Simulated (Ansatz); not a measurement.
## Nudged elastic band of Mo₈S₁₅ (part 1 of 3)

The run: nudged elastic band of Mo₈S₁₅ (defect cell, 23 atoms in the cell). Method and program: DFT with PBEsol, PAW plane waves, no spin polarisation (Ansatz 0.2.0).

The structure derives from an entry of the Crystallography Open Database. Figures and captions count atoms from 1; the log counts them from 0 in places.

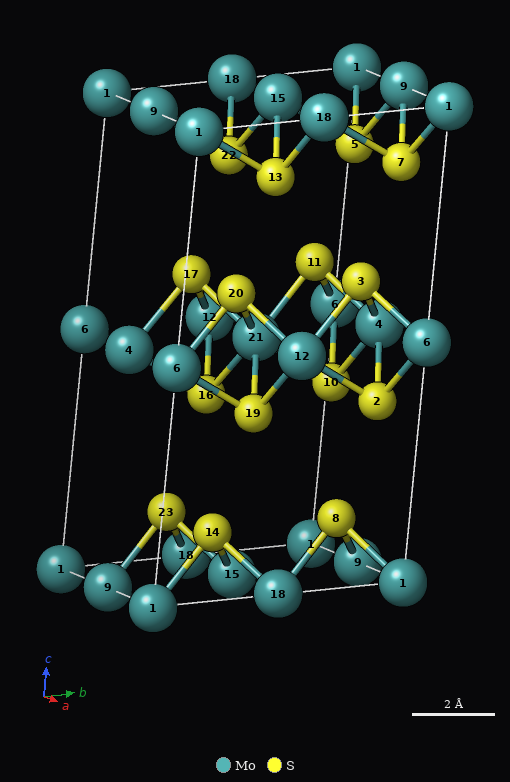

**Figure 1.** The starting structure (ball-and-stick view of the reduced cell, seen slightly off an axis; atoms are numbered from 1 in the order of the input). Near neighbours in the crystal (not all of them lie inside the picture): Mo has 5 S at 2.34 to 2.43 Å; S has 3 Mo at 2.34 to 2.43 Å; Mo has 6 S at 2.34 to 2.43 Å.

**Input**
```yaml
crystal:
  lattice:
    - [3.14930918, 1.81825118, 12.25838811]
    - [-3.14930918, 1.81825118, 12.25838811]
    - [0.0, -3.63651233, 12.25838663]
  atoms:
    - { symbol: Mo, position: [0.00183732, -0.00071477, -0.00288406] }
    - { symbol: S, position: [0.12751201, 0.12427958, 0.12358178] }
    - { symbol: S, position: [0.20569949, 0.20558161, 0.2127893] }
    - { symbol: Mo, position: [0.00460869, -0.00163012, 0.49675595] }
    - { symbol: S, position: [0.12408746, 0.12125849, 0.62843725] }
    - { symbol: Mo, position: [-0.00291402, 0.50072062, 0.00373176] }
    - { symbol: S, position: [0.1219756, 0.62497483, 0.13005422] }
    - { symbol: S, position: [0.21405693, 0.70506857, 0.208405] }
    - { symbol: Mo, position: [-0.00183181, 0.50455036, 0.49784138] }
    - { symbol: S, position: [0.12520073, 0.62095072, 0.62757146] }
    - { symbol: S, position: [0.21144104, 0.71319127, 0.70066008] }
    - { symbol: Mo, position: [0.4956526, -0.00082108, 0.00511928] }
    - { symbol: S, position: [0.62782644, 0.12602358, 0.11953767] }
    - { symbol: S, position: [0.70959511, 0.20777157, 0.20701263] }
    - { symbol: Mo, position: [0.50262937, 0.00223531, 0.49743461] }
    - { symbol: S, position: [0.62544835, 0.12195462, 0.62757874] }
    - { symbol: S, position: [0.69922518, 0.21125883, 0.7140933] }
    - { symbol: Mo, position: [0.50171465, 0.50233352, -0.00226074] }
    - { symbol: S, position: [0.62185549, 0.62722341, 0.12686251] }
    - { symbol: S, position: [0.70399469, 0.70626207, 0.21486438] }
    - { symbol: Mo, position: [0.49348112, 0.50115457, 0.5041375] }
    - { symbol: S, position: [0.62731169, 0.62031442, 0.62951686] }
    - { symbol: S, position: [0.71114867, 0.71160908, 0.70421923] }
kpoints:
  mp_grid: { grid: [3, 3, 3] }
magnetization:
  spin_polarized: false
scf:
  occupations: { method: cold, width: 0.15 }
hamiltonian:
  pseudopotentials: { kind: paw }
  xc: pbesol
basis:
  ecutwfc: 420
neb:
  images: 3
  relax_end_points: true
  climbing: true
  f_tol: 0.1
  max_iterations: 40
  order_check: false
  final_atoms:
    - { symbol: Mo, position: [0.00183732, -0.00071477, -0.00288406] }
    - { symbol: S, position: [0.20690764, 0.20739553, -0.28918596] }
    - { symbol: S, position: [0.20569949, 0.20558161, 0.2127893] }
    - { symbol: Mo, position: [0.00460869, -0.00163012, 0.49675595] }
    - { symbol: S, position: [0.12408746, 0.12125849, 0.62843725] }
    - { symbol: Mo, position: [-0.00291402, 0.50072062, 0.00373176] }
    - { symbol: S, position: [0.1219756, 0.62497483, 0.13005422] }
    - { symbol: S, position: [0.21405693, 0.70506857, 0.208405] }
    - { symbol: Mo, position: [-0.00183181, 0.50455036, 0.49784138] }
    - { symbol: S, position: [0.12520073, 0.62095072, 0.62757146] }
    - { symbol: S, position: [0.21144104, 0.71319127, 0.70066008] }
    - { symbol: Mo, position: [0.4956526, -0.00082108, 0.00511928] }
    - { symbol: S, position: [0.62782644, 0.12602358, 0.11953767] }
    - { symbol: S, position: [0.70959511, 0.20777157, 0.20701263] }
    - { symbol: Mo, position: [0.50262937, 0.00223531, 0.49743461] }
    - { symbol: S, position: [0.62544835, 0.12195462, 0.62757874] }
    - { symbol: S, position: [0.69922518, 0.21125883, 0.7140933] }
    - { symbol: Mo, position: [0.50171465, 0.50233352, -0.00226074] }
    - { symbol: S, position: [0.62185549, 0.62722341, 0.12686251] }
    - { symbol: S, position: [0.70399469, 0.70626207, 0.21486438] }
    - { symbol: Mo, position: [0.49348112, 0.50115457, 0.5041375] }
    - { symbol: S, position: [0.62731169, 0.62031442, 0.62951686] }
    - { symbol: S, position: [0.71114867, 0.71160908, 0.70421923] }
```

Machine: 4 threads of Arm Neoverse V1, 24 GiB of memory available, shared host.

Run as:
```bash
ansatz run input.yaml --threads 4 --pin off --max-ram 8192MiB --backend cpu --events-out ev --progress --plain --runs-dir out
```

**Log**
```
Warning: neb: disabling space-group detection — the band's intermediate images generally break the endpoint symmetry, so no spatial operation reduces the k-mesh or symmetrises the density, except that a semilocal band can use its path's symmetry ahead of convergence; time reversal is kept, so that k and −k are solved as one point where they differ and the mesh holds both, and exact exchange and, on two spinor components, a DFT+U term hold to it where the run has them: on two components no moment then forms, and a state that bears one, which a typed moment (crystal.atoms[].spin; refused beside efield: under a hybrid functional) reaches, can lie lower, under hf by electronvolts; crystal.symmetry.detect: false (a key that needs symmetry detection or time reversal refuses this as the deck is read) with time_reversal: false beside it drops time reversal too
basis.fft_grid_basis auto: the FFT boxes are laid along the combinations [[1, 0, -1], [0, 1, -1], [0, 0, 1]] of the cell's own vectors, 6.299, 6.299 and 12.786 Å long. The dense box has 45×45×90 points. Along the cell's own vectors, as sized, it would have 90×90×90, 4.00 times as many. basis.fft_grid_basis: typed keeps the cell's own vectors: state it where this run's energies or levels are differenced outside the engine with another run's, or held beside a run that keeps those vectors.
Engine: ansatz 0.2.0, aarch64-unknown-linux-gnu
Pseudopotentials: kind: paw
Pseudopotential: Mo, paw, valence charge 14, recommended cutoff 420 eV (normal), Mo.paw.azcp
Pseudopotential: S, paw, valence charge 6, recommended cutoff 420 eV (normal), S.paw.azcp
Functional definition: PBEsol
  exchange = pbesol_x
  correlation = pbesol_c
parallel-image band execution: 3 concurrent image workers
NEB image 0
Crystal: 23 atoms, lattice volume = 421.167 Å³
Basis set: ecut = 420 eV, 8237 PW (Γ), FFT grids on a1−a3, a2−a3, a3, exchange–correlation on 90×90×180 points (8 copies of the dense FFT grid, shifted against one another)
Bands: 124, of which v1, the nominal top of the filled ones, is band 101 counted from 1 (100 counted from 0)
Symmetry: 1 space group operations
k-points: 14 of 27 (time reversal used)
Non-local potential: Mo, projectors of the file, l = 0: 3, l = 1: 2, l = 2: 2, l = 3: 1
Non-local potential: S, projectors of the file, l = 0: 2, l = 1: 2, l = 2: 2
PAW form: soft (Blöchl's): semilocal exchange-correlation on the pseudo side does not see the compensation charge
PAW frozen core: Mo, regenerated for the run's functional, and the local potential with it (the file was generated under x = pbe(κ = 0.804, μ = 0.2195149727645171), c = pbe(β = 0.06672455060314922))
PAW frozen core: S, regenerated for the run's functional, and the local potential with it (the file was generated under x = pbe(κ = 0.804, μ = 0.2195149727645171), c = pbe(β = 0.06672455060314922))
PAW one-centre angular grid: Mo, 590 points (default); XC on 64 Gauss nodes
PAW one-centre angular grid: S, 110 points (default); XC on 64 Gauss nodes
Initial density: superposition of atomic densities (neutral atoms: chi_scale 0, normalization atom), corrected by the library's trained network
Initial wavefunctions: pseudopotential atomic-orbital guess
Functional: x = pbesol(κ = 0.804, μ = 0.12345679012345678), c = pbesol(β = 0.046)
SCF iter   1: F=—  HF=-52473.069316 eV  |F-HF|=—  |Δ(HF+E_count)|=         —  Δρ=7.80e-3  dr2=2.91e-1  ethr=1.77e-3  ⟨swp⟩=6.1  Hψ=6568  notcnv=0
preconditioner: auto → LDOS  [metal: Δε(μ)=0.114 eV  Ē_g=7.681 eV  σ=0.150 eV  W_gap=0.40  n_scr=104 (ndim 8)  ℏωp=21.3 eV  f_vac=0.036  D(μ)=1.89/eV (n_scr^D=2)  β→1.0]
SCF iter   2: F=—  HF=-52473.236663 eV  |F-HF|=—  |Δ(HF+E_count)|=   1.67e-1  S|Δr|=    0.00e0  Δρ=8.92e-3  dr2=1.43e0  ethr=1.44e-4  ⟨swp⟩=2.6  Hψ=3359  notcnv=0  defer=188
SCF iter   3: F=—  HF=-52473.154926 eV  |F-HF|=—  |Δ(HF+E_count)|=   8.17e-2  S|Δr|=    0.00e0  Δρ=6.41e-3  dr2=9.42e-1  ethr=1.44e-4  ⟨swp⟩=2.6  Hψ=2992  notcnv=0  defer=188
SCF iter   4: F=—  HF=-52473.071431 eV  |F-HF|=—  |Δ(HF+E_count)|=   8.35e-2  S|Δr|=    0.00e0  Δρ=3.26e-3  dr2=1.92e-1  ethr=1.44e-4  ⟨swp⟩=1.3  Hψ=2016  notcnv=0
SCF iter   5: F=—  HF=-52473.050550 eV  |F-HF|=—  |Δ(HF+E_count)|=   2.09e-2  S|Δr|=    0.00e0  Δρ=9.64e-4  dr2=1.73e-2  ethr=9.53e-5  ⟨swp⟩=2.0  Hψ=2177  notcnv=0
SCF iter   6: F=—  HF=-52473.048927 eV  |F-HF|=—  |Δ(HF+E_count)|=   1.62e-3  S|Δr|=    0.00e0  Δρ=3.53e-4  dr2=1.41e-3  ethr=8.56e-6  ⟨swp⟩=2.0  Hψ=2253  notcnv=0
SCF iter   7: F=—  HF=-52473.048826 eV  |F-HF|=—  |Δ(HF+E_count)|=   1.01e-4  S|Δr|=    0.00e0  Δρ=1.71e-4  dr2=2.88e-4  ethr=6.96e-7  ⟨swp⟩=2.0  Hψ=2264  notcnv=0
SCF iter   8: F=—  HF=-52473.048798 eV  |F-HF|=—  |Δ(HF+E_count)|=   2.82e-5  S|Δr|=    0.00e0  Δρ=7.38e-5  dr2=2.61e-5  ethr=1.43e-7  ⟨swp⟩=2.0  Hψ=2212  notcnv=0
SCF iter   9: F=—  HF=-52473.048481 eV  |F-HF|=—  |Δ(HF+E_count)|=   3.16e-4  S|Δr|=    0.00e0  Δρ=4.13e-5  dr2=1.08e-5  ethr=1.29e-8  ⟨swp⟩=2.0  Hψ=2565  notcnv=0
SCF iter  10: F=—  HF=-52473.048482 eV  |F-HF|=—  |Δ(HF+E_count)|=   1.05e-6  S|Δr|=    0.00e0  Δρ=3.25e-5  dr2=7.47e-6  ethr=5.34e-9  ⟨swp⟩=2.0  Hψ=2277  notcnv=0
SCF iter  11: F=—  HF=-52473.048482 eV  |F-HF|=—  |Δ(HF+E_count)|=   5.86e-8  S|Δr|=    0.00e0  Δρ=1.24e-5  dr2=5.16e-7  ethr=3.70e-9  ⟨swp⟩=2.0  Hψ=2224  notcnv=0
SCF iter  12: F=-52473.048482 eV  HF=-52473.048482 eV  |F-HF|=3.71e-8  |Δ(HF+E_count)|=   1.35e-7  S|Δr|=    0.00e0  Δρ=5.60e-6  dr2=6.97e-8  ethr=4.95e-11  ⟨swp⟩=3.0  Hψ=6469  notcnv=0
SCF 1 converged in 12 iterations: F = -52473.048482 eV  dr2 = 6.97e-8
  greatest PAW one-centre occupation: 0.999 electrons in one spin orbital (limit 2), on the Mo atom at site 11 (counted from 0), in its partial waves of l = 0
NSCF: frozen V_eff on 14 k-points
NEB image 4
SCF iter   1: F=—  HF=-52473.123778 eV  |F-HF|=—  |Δ(HF+E_count)|=         —  Δρ=7.80e-3  dr2=2.75e-1  ethr=1.77e-3  ⟨swp⟩=5.6  Hψ=6481  notcnv=0
preconditioner: auto → LDOS  [metal: Δε(μ)=0.139 eV  Ē_g=7.679 eV  σ=0.150 eV  W_gap=0.47  n_scr=104 (ndim 8)  ℏωp=21.3 eV  f_vac=0.036  D(μ)=1.59/eV (n_scr^D=2)  β→1.0]
SCF iter   2: F=—  HF=-52473.307579 eV  |F-HF|=—  |Δ(HF+E_count)|=   1.84e-1  S|Δr|=    0.00e0  Δρ=9.00e-3  dr2=1.54e0  ethr=1.36e-4  ⟨swp⟩=2.9  Hψ=3371  notcnv=0  defer=177
SCF iter   3: F=—  HF=-52473.209776 eV  |F-HF|=—  |Δ(HF+E_count)|=   9.78e-2  S|Δr|=    0.00e0  Δρ=6.20e-3  dr2=9.51e-1  ethr=1.36e-4  ⟨swp⟩=2.9  Hψ=3153  notcnv=0  defer=168
SCF iter   4: F=—  HF=-52473.127569 eV  |F-HF|=—  |Δ(HF+E_count)|=   8.22e-2  S|Δr|=    0.00e0  Δρ=3.10e-3  dr2=1.77e-1  ethr=1.36e-4  ⟨swp⟩=1.3  Hψ=2025  notcnv=0
SCF iter   5: F=—  HF=-52473.108390 eV  |F-HF|=—  |Δ(HF+E_count)|=   1.92e-2  S|Δr|=    0.00e0  Δρ=7.32e-4  dr2=1.32e-2  ethr=8.76e-5  ⟨swp⟩=2.0  Hψ=2164  notcnv=0
SCF iter   6: F=—  HF=-52473.107151 eV  |F-HF|=—  |Δ(HF+E_count)|=   1.24e-3  S|Δr|=    0.00e0  Δρ=2.65e-4  dr2=6.07e-4  ethr=6.54e-6  ⟨swp⟩=2.0  Hψ=2178  notcnv=0
SCF iter   7: F=—  HF=-52473.107122 eV  |F-HF|=—  |Δ(HF+E_count)|=   2.88e-5  S|Δr|=    0.00e0  Δρ=1.31e-4  dr2=1.71e-4  ethr=3.00e-7  ⟨swp⟩=2.0  Hψ=2347  notcnv=0
SCF iter   8: F=—  HF=-52473.107109 eV  |F-HF|=—  |Δ(HF+E_count)|=   1.28e-5  S|Δr|=    0.00e0  Δρ=4.73e-5  dr2=9.18e-6  ethr=8.44e-8  ⟨swp⟩=2.0  Hψ=2235  notcnv=0
SCF iter   9: F=—  HF=-52473.106779 eV  |F-HF|=—  |Δ(HF+E_count)|=   3.30e-4  S|Δr|=    0.00e0  Δρ=2.33e-5  dr2=2.48e-6  ethr=4.54e-9  ⟨swp⟩=2.0  Hψ=2381  notcnv=0  defer=1
SCF iter  10: F=—  HF=-52473.106780 eV  |F-HF|=—  |Δ(HF+E_count)|=   8.38e-7  S|Δr|=    0.00e0  Δρ=1.74e-5  dr2=2.49e-6  ethr=1.23e-9  ⟨swp⟩=2.0  Hψ=2275  notcnv=0  defer=1
SCF iter  11: F=—  HF=-52473.106780 eV  |F-HF|=—  |Δ(HF+E_count)|=   6.37e-8  S|Δr|=    0.00e0  Δρ=6.65e-6  dr2=1.75e-7  ethr=1.23e-9  ⟨swp⟩=2.0  Hψ=2241  notcnv=0  defer=1
SCF iter  12: F=-52473.106780 eV  HF=-52473.106780 eV  |F-HF|=5.55e-9  |Δ(HF+E_count)|=   3.78e-8  S|Δr|=    0.00e0  Δρ=2.79e-6  dr2=2.05e-8  ethr=4.95e-11  ⟨swp⟩=4.1  Hψ=5461  notcnv=0
SCF 2 converged in 12 iterations: F = -52473.106780 eV  dr2 = 2.05e-8
[... from here on the iterations of each SCF are left out, up to the last one ...]
NSCF: frozen V_eff on 14 k-points
NEB end point (image 0): max|allowed force component| = 1.246e0 eV/Å (the criterion of neb.relax_end_points is 2.000e-2)
NEB end point (image 4): max|allowed force component| = 9.178e-1 eV/Å (the criterion of neb.relax_end_points is 2.000e-2)
NEB image 0, for its relaxation
Initial density: handed on by an earlier stage of this run
Initial wavefunctions: those handed on with the density
preconditioner: auto → LDOS  [metal: Δε(μ)=0.117 eV  Ē_g=7.699 eV  σ=0.150 eV  W_gap=0.44  n_scr=104 (ndim 8)  ℏωp=21.3 eV  f_vac=0.033  D(μ)=2.20/eV (n_scr^D=2)  β→1.0]
SCF 3 converged in 4 iterations: F = -52473.048482 eV  dr2 = 9.06e-8
NEB image 0, for its relaxation
preconditioner: auto → LDOS  [insulator: Δε(μ)=0.262 eV  Ē_g=7.633 eV  σ=0.150 eV  W_gap=0.82  n_scr=104 (ndim 8)  ℏωp=21.3 eV  f_vac=0.030  D(μ)=1.01/eV (n_scr^D=2)  ε∞_Penn≈8.8  β→1.0]
WARN: on these k-points the computed levels leave a gap of 0.2495 eV at the electron count, 1.7 widths of the cold smearing (0.1500 eV); against the step filling of these same bands (every level under the gap full, every level over it empty) smearing changes F+E_penalty+E_count by +3.192 meV and its σ→0 estimate by +2.415 meV; at least one of the two is larger in size than the energy tolerance (0.100 meV). If the cell is an insulator that change is an error of the smearing, and at this level, at the top of the filled bands, its shear elastic constants, zone-centre phonons and relaxations answer as a metal's: set scf.occupations.method: fixed, or keep cold smearing and run again at narrower and narrower scf.occupations.width until the report's smeared_filling.levels[].level_is reads stationary_minimum; where that run still warns of electron_count_residual, narrow to the width which that warning names. If it is a metal, the k-points are too few for this width: use a denser kpoints.mp_grid (more points in kpoints.list, where the deck types one)
SCF 4 converged in 12 iterations: F = -52473.286195 eV  dr2 = 2.72e-8
NEB image 0, for its relaxation
preconditioner: auto → LDOS  [insulator: Δε(μ)=0.203 eV  Ē_g=7.650 eV  σ=0.150 eV  W_gap=0.70  n_scr=104 (ndim 8)  ℏωp=21.3 eV  f_vac=0.031  D(μ)=1.43/eV (n_scr^D=2)  ε∞_Penn≈8.7  β→1.0]
SCF 5 converged in 10 iterations: F = -52473.334678 eV  dr2 = 5.90e-8
NEB image 0, for its relaxation
preconditioner: auto → LDOS  [insulator: Δε(μ)=0.206 eV  Ē_g=7.647 eV  σ=0.150 eV  W_gap=0.71  n_scr=104 (ndim 8)  ℏωp=21.3 eV  f_vac=0.031  D(μ)=1.39/eV (n_scr^D=2)  ε∞_Penn≈8.7  β→1.0]
SCF 6 converged in 8 iterations: F = -52473.334999 eV  dr2 = 7.49e-8
NEB image 0
preconditioner: auto → LDOS  [insulator: Δε(μ)=0.205 eV  Ē_g=7.645 eV  σ=0.150 eV  W_gap=0.71  n_scr=104 (ndim 8)  ℏωp=21.3 eV  f_vac=0.031  D(μ)=1.40/eV (n_scr^D=2)  ε∞_Penn≈8.7  β→1.0]
SCF 7 converged in 4 iterations: F = -52473.334999 eV  dr2 = 3.83e-8
NSCF: frozen V_eff on 14 k-points
NEB end point (image 0): relaxed in 34 SCF iterations, 0.286517 eV lower, largest move of an atom 0.067 Å; not tested for a saddle point
NEB image 4, for its relaxation
preconditioner: auto → LDOS  [metal: Δε(μ)=0.128 eV  Ē_g=7.695 eV  σ=0.150 eV  W_gap=0.44  n_scr=104 (ndim 8)  ℏωp=21.3 eV  f_vac=0.033  D(μ)=1.77/eV (n_scr^D=2)  β→1.0]
SCF 8 converged in 2 iterations: F = -52473.106780 eV  dr2 = 5.34e-8
```
